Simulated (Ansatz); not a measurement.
**Run report: C, molecular dynamics (part 3 of 4)**

C (16 atoms in the cell); DFT PBEsol, scalar-relativistic, plane waves, PAW, no spin polarisation (Ansatz 0.2.0); cutoff 420 eV, 4×4×4 k-mesh, Fermi–Dirac smearing of 0.1551 eV. The structure derives from an entry of the Crystallography Open Database. It belongs to a series of runs on one base structure; here: dynamics (NVT, Langevin thermostat) at 1800 K, volume × 1.06.

Geometry of the input (Å; fractional positions):
```
1.2858  -2.2270  -4.1994
1.2858  -2.2270  4.1994
-5.1431  0.0000  0.0000
C  0.1354  0.1979  0.3333
C  0.6354  0.6979  0.3333
C  0.1354  0.1979  0.8333
C  0.6354  0.6979  0.8333
C  0.0521  0.6146  0.1667
C  0.5521  0.1146  0.1667
C  0.0521  0.6146  0.6667
C  0.5521  0.1146  0.6667
C  0.9479  0.3854  0.3333
C  0.4479  0.8854  0.3333
C  0.9479  0.3854  0.8333
C  0.4479  0.8854  0.8333
C  0.8646  0.8021  0.1667
C  0.3646  0.3021  0.1667
C  0.8646  0.8021  0.6667
C  0.3646  0.3021  0.6667
```

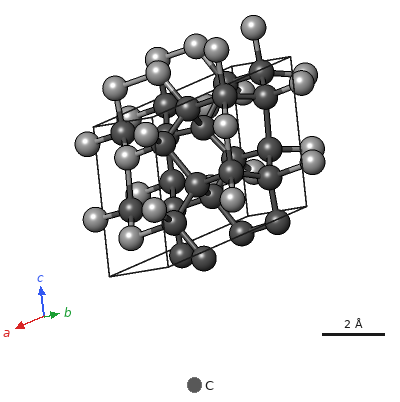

Figure 1. The geometry at step 27 of the log (ball-and-stick view of the cell of the calculation, seen at an oblique angle; neighbours outside the cell are drawn fainter).

Trajectory as extended XYZ, continued:
```
16
Lattice="1.2858 -2.2270 -4.1994 1.2858 -2.2270 4.1994 -5.1431 0.0000 0.0000" Properties=species:S:1:pos:R:3:forces:R:3 step=9 time_fs=36.0 energy=-3943.66950 temperature=1443.1 pressure_GPa=-18.54
C    -1.3619   -0.8447    0.3723    3.1249   2.7359  -2.6138
C    -0.0035   -3.0409    0.3454   -0.7832   0.5618  -4.8027
C    -3.9412   -0.7889    0.2910    1.1107  -1.1639   0.4776
C    -2.5520   -3.0038    0.2399   -2.1869   0.4930   1.7174
C     0.0531   -1.5617    2.4588   -2.0481   1.4825  -2.6963
C     0.0096   -1.5085   -1.7972   -1.5906  -0.2243  -1.3634
C    -2.5880   -1.4910    2.3771    0.5584  -0.5241   0.1806
C    -2.6879   -1.4560   -1.8341    3.5655  -1.1792   0.2717
C     0.0308   -2.9631   -2.3450   -0.8722  -1.4571   2.5972
C    -0.0741   -2.9643    1.7528    0.9920  -1.4155   7.1260
C    -2.5641   -3.0410   -2.3495   -1.6924   2.0015   1.0568
C    -2.6085   -2.9601    1.8113    0.0892  -0.5160   1.4311
C     1.2882   -3.7206   -0.1875   -0.3631  -2.0108  -0.9674
C    -0.0301   -1.5772   -0.2343   -0.6832   0.7302   0.1504
C    -1.3924   -3.8293   -0.2475    2.8110   2.2668  -0.4143
C    -2.5789   -1.4652   -0.2003   -2.0321  -1.7808  -2.1509
16
Lattice="1.2858 -2.2270 -4.1994 1.2858 -2.2270 4.1994 -5.1431 0.0000 0.0000" Properties=species:S:1:pos:R:3:forces:R:3 step=12 time_fs=48.0 energy=-3943.28834 temperature=1302.2 pressure_GPa=-19.06
C    -1.3115   -0.8239    0.2872   -1.8672   1.0899   1.6076
C    -0.0750   -3.0348    0.2550   -1.5293  -1.8347   3.0580
C    -3.9982   -0.7847    0.3586    0.6801   0.4314  -2.7107
C    -2.6986   -2.9227    0.3448    0.9711  -0.8558  -1.7864
C     0.0501   -1.6371    2.4109   -2.6134   1.4229   1.6042
C    -0.0133   -1.6787   -1.7650   -1.3318   2.9007   0.2859
C    -2.6382   -1.5461    2.4057   -0.2760   0.3412   0.7324
C    -2.6343   -1.4740   -1.8415   -1.8762  -2.5022   1.1166
C     0.0295   -3.1022   -2.2447   -1.5405  -0.2896  -2.1905
C    -0.1115   -3.1079    1.9189    4.1672   1.2704  -2.5012
C    -2.6361   -3.0438   -2.3078    0.9358   0.5106  -1.1440
C    -2.6460   -2.9919    1.9010   -0.3011  -0.6738  -0.7274
C     1.2642   -3.7346   -0.1319   -1.2489  -1.4198  -2.6337
C    -0.1312   -1.6205   -0.1593    2.7826   1.8782  -2.1568
C    -1.5101   -3.7215   -0.2545    3.5251  -1.1812   1.9252
C    -2.6619   -1.4382   -0.3474   -0.4775  -1.0884   5.5208
16
Lattice="1.2858 -2.2270 -4.1994 1.2858 -2.2270 4.1994 -5.1431 0.0000 0.0000" Properties=species:S:1:pos:R:3:forces:R:3 step=15 time_fs=60.0 energy=-3942.29061 temperature=1128.7 pressure_GPa=-16.40
C    -1.3661   -0.7774    0.3058   -1.1940  -2.9836   0.3374
C    -0.1497   -3.1335    0.3059    3.5796   3.2961   1.4083
C    -3.9481   -0.7681    0.2524   -1.7286  -0.2283   2.9768
C    -2.8190   -2.9914    0.3413    2.7134  -2.0277   1.0128
C    -0.1373   -1.6299    2.4429    1.6774  -0.3995  -4.2124
C    -0.1363   -1.6455   -1.7318    3.9909  -1.0221  -1.3520
C    -2.7138   -1.6193    2.4735    0.1361   0.4531  -2.0570
C    -2.6411   -1.6586   -1.7431   -0.9965   2.2852  -0.7696
C    -0.1463   -3.2297   -2.3413    1.3061   3.4604   1.4832
C     0.0703   -3.1571    1.9247   -7.3817   2.3389  -1.5512
C    -2.6648   -3.0171   -2.3814   -1.0249  -2.3028   3.3171
C    -2.7270   -3.0921    1.9252    0.6559  -0.6436  -0.0553
C     1.1332   -3.8224   -0.3145   -0.0442   0.8766   4.8649
C    -0.0606   -1.5004   -0.2589   -2.3405  -2.2381   2.5150
C    -1.3805   -3.7363   -0.1198   -3.1331  -1.0568  -3.3755
C    -2.7732   -1.5681   -0.1032    3.7841   0.1923  -4.5424
16
Lattice="1.2858 -2.2270 -4.1994 1.2858 -2.2270 4.1994 -5.1431 0.0000 0.0000" Properties=species:S:1:pos:R:3:forces:R:3 step=18 time_fs=72.0 energy=-3942.89925 temperature=1159.8 pressure_GPa=-16.91
C    -1.5290   -0.9472    0.3304    2.7856   2.2547  -0.0077
C    -0.0402   -3.0067    0.3685   -4.3071  -3.3189  -1.4717
C    -4.0520   -0.7906    0.3971    1.5553  -2.5469  -1.8131
C    -2.7060   -3.2401    0.3946   -1.1091   3.1005  -1.5447
C    -0.1887   -1.6980    2.2801   -1.1654   2.8218   5.7687
C    -0.1212   -1.6529   -1.7630   -2.0856   0.5128   0.8834
C    -2.7591   -1.6499    2.3704    0.5832  -0.2670   3.0697
C    -2.7200   -1.6747   -1.6839   -0.8309  -0.3184  -2.2527
C    -0.2027   -3.0876   -2.3286    0.3558  -1.9178   0.1118
C    -0.2477   -3.0869    1.8643    3.0521  -2.3980   1.4284
C    -2.7554   -3.1984   -2.2470    0.1021   2.5465  -2.2244
C    -2.7440   -3.1694    1.9656    1.0778   0.2586  -0.9038
C     1.0587   -3.8690   -0.1689    2.5019  -1.1859  -1.3658
C    -0.1458   -1.6240   -0.1610    0.3827   2.0557  -1.0996
C    -1.4499   -3.7996   -0.1834    1.2200  -2.2371  -0.0682
C    -2.6368   -1.7163   -0.1942   -4.1184   0.6393   1.4897
16
Lattice="1.2858 -2.2270 -4.1994 1.2858 -2.2270 4.1994 -5.1431 0.0000 0.0000" Properties=species:S:1:pos:R:3:forces:R:3 step=21 time_fs=84.0 energy=-3943.75597 temperature=1477.1 pressure_GPa=-19.24
C    -1.4476   -0.9939    0.3870   -1.4057   0.7378   1.0492
C    -0.2600   -3.2039    0.3239    3.0070   0.4175   2.5914
C    -4.0500   -1.0428    0.4278   -0.4322   2.1119  -1.4241
C    -2.6983   -3.2558    0.3614   -1.3317   1.7089   0.5593
C    -0.2994   -1.6240    2.5491    2.5239  -2.2392  -1.3419
C    -0.3361   -1.6050   -1.6919    2.9419  -1.0935  -1.3791
C    -2.7830   -1.6606    2.4935   -0.0777   0.0624  -1.8615
C    -2.8970   -1.6814   -1.7371    2.5827  -0.2945   1.3166
C    -0.2124   -3.1134   -2.2145   -1.5321  -0.1061   0.0424
C    -0.3193   -3.1745    1.9507    0.4936   1.1744  -0.1520
C    -2.8487   -3.1520   -2.2275    0.5380  -1.0112   0.0214
C    -2.7407   -3.1137    1.9426   -3.1485  -0.7960  -0.4571
C     1.1949   -4.0161   -0.0829   -3.6498   2.5886  -1.7914
C    -0.1956   -1.6575   -0.1438   -0.8479  -2.4852  -0.0309
C    -1.4260   -3.9538   -0.2238   -1.3931  -0.3705   2.8607
C    -2.8221   -1.7408   -0.1422    1.7315  -0.4053  -0.0029
16
Lattice="1.2858 -2.2270 -4.1994 1.2858 -2.2270 4.1994 -5.1431 0.0000 0.0000" Properties=species:S:1:pos:R:3:forces:R:3 step=24 time_fs=96.0 energy=-3943.77222 temperature=1517.8 pressure_GPa=-19.04
C    -1.4453   -0.9710    0.5329   -2.7225  -1.2241  -1.9181
C    -0.2310   -3.3155    0.5050   -1.9359   2.1211  -2.1425
C    -4.1367   -1.0680    0.3871   -0.2132   0.6198   1.7118
C    -2.8514   -3.1326    0.3909    0.3416  -4.0392   2.2193
C    -0.2399   -1.7070    2.6492   -1.5876  -0.0528  -2.8293
C    -0.3046   -1.6934   -1.7036   -0.8436  -0.7139   2.0139
C    -2.8317   -1.6952    2.5628   -1.6006  -0.8809  -0.1746
C    -2.8495   -1.7082   -1.7094   -1.3579   0.2446   1.0830
C    -0.3131   -3.1911   -2.0940    2.7298  -0.2258  -2.1621
C    -0.3120   -3.1947    2.0264    0.7381  -0.0123   0.5506
C    -2.8543   -3.1722   -2.1918    0.1154  -1.1025   0.6046
C    -2.9701   -3.1397    1.9382    3.8564  -0.6212   1.6499
C     1.0402   -3.9546   -0.0338    0.8693  -0.7369  -0.0427
C    -0.2853   -1.7904   -0.1280    0.7846   0.8652   1.9993
C    -1.5305   -4.0726   -0.0537   -0.5187   3.0609  -1.2212
C    -2.8608   -1.7702   -0.0929    1.3447   2.6979  -1.3418
16
Lattice="1.2858 -2.2270 -4.1994 1.2858 -2.2270 4.1994 -5.1431 0.0000 0.0000" Properties=species:S:1:pos:R:3:forces:R:3 step=27 time_fs=108.0 energy=-3943.15974 temperature=1255.3 pressure_GPa=-15.87
C    -1.6281   -1.0403    0.4954    2.1930   2.4745   0.2596
C    -0.3406   -3.1632    0.5305   -0.2031  -4.2332  -0.6254
C    -4.2234   -1.0210    0.4780    2.1442   0.4746   0.3015
C    -2.9194   -3.2723    0.5745   -0.3226   1.9696  -1.8114
C    -0.2889   -1.7858    2.4582    0.2876   0.1690   5.0617
C    -0.3405   -1.8440   -1.5684    0.9592   1.0257  -0.6581
C    -2.9870   -1.8180    2.6675    2.2528   0.6265  -2.1745
C    -2.8945   -1.7443   -1.6072    0.9519  -0.7313  -0.4200
C    -0.2204   -3.3013   -2.1684   -4.2987   1.0076   1.2520
C    -0.3192   -3.2568    2.0642   -0.0465  -0.7514  -0.2329
C    -2.8650   -3.3056   -2.1608   -0.7802   1.8477  -0.2267
C    -2.9132   -3.2595    2.1342   -0.3385  -0.6655  -0.4120
C     0.9621   -3.9221    0.0213   -0.9076  -1.2316  -1.5536
C    -0.3433   -1.7909    0.0345    0.4737   1.4727  -2.8610
C    -1.7622   -3.9827   -0.0294    3.6583  -0.9599   1.5021
C    -2.7552   -1.6910   -0.1124   -6.0236  -2.4952   2.5987
16
Lattice="1.2858 -2.2270 -4.1994 1.2858 -2.2270 4.1994 -5.1431 0.0000 0.0000" Properties=species:S:1:pos:R:3:forces:R:3 step=30 time_fs=120.0 energy=-3942.64996 temperature=1012.4 pressure_GPa=-19.75
C    -1.6342   -0.9637    0.4665   -1.7870  -2.4643   2.8173
C    -0.4885   -3.2559    0.4799    4.7449   1.6617   2.7980
C    -4.1648   -0.9343    0.5794   -2.9197  -3.0405   0.1862
C    -3.0094   -3.2673    0.6129    0.6404  -0.4603   0.1386
C    -0.3358   -1.8367    2.6649   -1.6886  -0.8730  -4.0491
C    -0.2983   -1.8768   -1.4910   -1.9681   0.4847  -1.7599
C    -2.9384   -1.9069    2.7034   -0.9258   1.5670  -1.0199
C    -2.8969   -1.9184   -1.4799   -0.5445   1.5119  -0.7500
C    -0.4560   -3.3829   -2.0848    3.9115   1.9831   0.4107
C    -0.3118   -3.3840    2.0917   -0.8607   1.5602   1.4740
C    -2.9704   -3.3233   -2.1081    1.2946  -0.4346   2.3973
C    -2.8832   -3.3978    2.2730   -1.2603   0.9208  -3.6411
C     0.8772   -3.9826   -0.0852   -0.4955  -0.4768   4.4555
C    -0.3351   -1.6679    0.0203   -1.8361  -2.7105   0.6190
C    -1.6977   -3.9506    0.0738   -0.5330  -0.9295  -1.6642
C    -3.0364   -1.8326    0.1140    4.2278   1.7001  -2.4125
16
Lattice="1.2858 -2.2270 -4.1994 1.2858 -2.2270 4.1994 -5.1431 0.0000 0.0000" Properties=species:S:1:pos:R:3:forces:R:3 step=33 time_fs=132.0 energy=-3943.36503 temperature=1557.6 pressure_GPa=-17.81
C    -1.7431   -1.1443    0.7185    0.8734   1.3418  -3.1668
C    -0.2990   -3.3043    0.6555   -4.9343  -0.0108  -1.9091
C    -4.3081   -1.0704    0.6467    0.9711  -0.2410  -0.4288
C    -3.0152   -3.3381    0.6546    1.5718  -0.3935  -2.8843
C    -0.4667   -1.9724    2.6758    1.8867   3.7902   3.8410
C    -0.4130   -1.8571   -1.5586    1.1156  -0.0434   3.1983
C    -2.9878   -1.8905    2.6952    1.4737  -0.7728   1.4128
C    -2.9200   -1.9712   -1.3829   -1.6533   2.0665  -2.0488
C    -0.3817   -3.3296   -1.9880   -1.6705  -1.9570  -0.3512
C    -0.3700   -3.3516    2.1936   -1.5850  -2.1877  -0.4232
C    -2.9637   -3.4320   -1.8877   -1.4293   1.6739  -3.1491
C    -2.9823   -3.4077    2.1003    0.9431   0.7075   4.9095
C     0.8173   -4.0914    0.1378    2.5458  -1.0155  -1.3649
C    -0.4660   -1.8090    0.0620    2.4304  -0.6559   1.4435
C    -1.6450   -4.0493    0.0564   -1.2621  -0.9936   2.1339
C    -2.9905   -1.8291    0.1804   -1.2772  -1.3088  -1.2127
16
Lattice="1.2858 -2.2270 -4.1994 1.2858 -2.2270 4.1994 -5.1431 0.0000 0.0000" Properties=species:S:1:pos:R:3:forces:R:3 step=36 time_fs=144.0 energy=-3943.82749 temperature=1531.0 pressure_GPa=-19.52
C    -1.7135   -1.2467    0.7580    1.0379   1.1163  -0.7821
C    -0.3850   -3.4152    0.7201   -0.1028  -2.1541   1.1588
C    -4.3082   -1.2302    0.6950    0.1116   0.3567   0.6487
C    -2.9045   -3.4466    0.5602   -2.5089   1.6906   4.6985
C    -0.4397   -1.9072    2.9038    0.6780  -0.8276  -2.6713
C    -0.4748   -1.9125   -1.3429    0.9661   0.0841  -1.5271
C    -2.9975   -1.8844    2.8145    0.2003   0.2538  -1.2440
C    -3.0870   -1.8097   -1.4500    2.1425  -2.4439   1.4201
C    -0.3725   -3.3919   -1.8967   -2.4220   0.0921   1.3280
C    -0.4961   -3.3984    2.3041    1.9168   0.5290  -0.1365
C    -3.0528   -3.3753   -1.9524    0.9729  -0.0395   1.6116
C    -2.9681   -3.2931    2.2590   -2.3318  -1.7868  -0.9520
C     0.9664   -4.2258    0.2649   -2.4314   1.6119  -2.1230
C    -0.4144   -2.0038    0.2248   -0.8782   1.5117  -1.3943
C    -1.7059   -4.2287    0.1573    1.4320   1.8469  -0.3444
C    -3.0338   -1.8879    0.1340    1.2171  -1.8414   0.3093
16
Lattice="1.2858 -2.2270 -4.1994 1.2858 -2.2270 4.1994 -5.1431 0.0000 0.0000" Properties=species:S:1:pos:R:3:forces:R:3 step=40 time_fs=160.0 energy=-3943.48142 temperature=1321.6 pressure_GPa=-20.95
C    -1.5951   -1.2640    0.7514   -2.3689   0.1066   1.5698
C    -0.4376   -3.6138    0.8752    0.6336   3.7698  -1.9912
C    -4.2126   -1.3453    0.8039   -0.8443   2.5597  -0.2243
C    -3.0466   -3.4571    0.9012    1.3703  -0.2879  -3.7494
C    -0.4044   -1.9147    2.8672   -0.2347  -0.0444   1.9558
C    -0.4681   -1.9955   -1.3041    0.2273   0.7773   1.4923
C    -3.0526   -1.8934    2.9357    0.4449  -0.7706   0.0661
C    -3.0720   -1.8934   -1.2985    1.2735  -0.2319   0.2610
C    -0.4197   -3.4571   -1.7942   -0.1034   0.0783  -2.1046
C    -0.4030   -3.4138    2.4137   -2.4141  -1.3402  -0.5759
C    -2.9983   -3.3324   -1.8114   -0.4553  -2.2395  -0.6564
C    -3.2009   -3.3433    2.3743    4.6934  -1.8180   1.5802
C     0.8706   -4.1542    0.2780    0.5002  -2.9832   0.1052
C    -0.3724   -2.0563    0.2812   -0.3849   0.3480   0.2732
C    -1.6880   -4.2750    0.3026   -1.2268   0.0194   0.7669
C    -2.9199   -2.0477    0.2518   -1.1109   2.0569   1.2312
16
Lattice="1.2858 -2.2270 -4.1994 1.2858 -2.2270 4.1994 -5.1431 0.0000 0.0000" Properties=species:S:1:pos:R:3:forces:R:3 step=43 time_fs=172.0 energy=-3943.38328 temperature=1482.9 pressure_GPa=-18.41
C    -1.6830   -1.2550    0.8870    0.5486  -0.7093  -1.7793
C    -0.3999   -3.3986    0.8505   -1.6730  -5.4941   0.7699
C    -4.2522   -1.2062    0.8691    0.0474  -1.5236   1.6556
C    -3.0597   -3.5010    0.8827    1.3710   0.1517   1.4253
C    -0.4646   -2.1019    2.9019    1.4587   1.4293   1.6866
C    -0.3883   -2.0356   -1.2363    0.4454  -0.9796  -0.4911
C    -3.0512   -2.0781    3.0021    2.5666  -0.2356  -0.2536
C    -2.8856   -2.0880   -1.1196   -2.5495   0.4819  -2.6265
C    -0.3566   -3.5080   -1.8728   -1.5613  -0.3427   5.6540
C    -0.4350   -3.5553    2.4057    1.7559   0.9139   1.2087
C    -2.9465   -3.5883   -1.7236   -1.8418   1.3006  -0.3354
C    -2.9410   -3.5836    2.5059   -1.3343   1.3698  -0.5585
C     0.8072   -4.3100    0.3130    0.7439   3.1559  -0.2382
C    -0.3660   -2.0467    0.3254   -0.5415   2.7844  -0.3443
C    -1.8068   -4.2068    0.4259    2.6764   0.2128  -2.9256
C    -2.9258   -1.9435    0.4497   -2.1122  -2.5155  -2.8477
16
Lattice="1.2858 -2.2270 -4.1994 1.2858 -2.2270 4.1994 -5.1431 0.0000 0.0000" Properties=species:S:1:pos:R:3:forces:R:3 step=46 time_fs=184.0 energy=-3941.73965 temperature=985.9 pressure_GPa=-17.77
C    -1.7439   -1.3041    0.8906   -0.0157   0.6637   0.9541
C    -0.4987   -3.5261    0.8840    5.3980   3.2516   1.8347
C    -4.3260   -1.2044    1.0014    0.2529  -2.8979  -2.7897
C    -2.9714   -3.5301    0.8906   -0.4737   0.6856   1.2643
C    -0.3952   -2.1393    3.0774    0.0243  -0.1569  -2.1613
C    -0.2971   -2.1541   -1.1819   -1.8632   2.5714   0.7308
C    -2.8438   -2.2159    3.0221   -3.2428   1.9558   1.1613
C    -2.9147   -2.2409   -1.1998    0.2936   2.1315   2.0336
C    -0.4004   -3.6181   -1.5315    2.0059   0.4455  -6.0739
C    -0.3770   -3.5977    2.4762    0.2893  -1.4483   0.0945
C    -3.0020   -3.6970   -1.6847    2.0476   1.7741  -0.5398
C    -2.7877   -3.6893    2.5479   -4.2488   1.0572  -2.4954
C     0.8943   -4.2229    0.3467   -1.5133  -2.6415   3.4577
C    -0.4387   -1.9129    0.3556   -0.1236  -2.7571   1.8125
C    -1.6617   -4.1147    0.3426   -2.7674  -5.6058   1.1828
C    -3.1203   -2.0660    0.4368    3.9372   0.9711  -0.4661
```
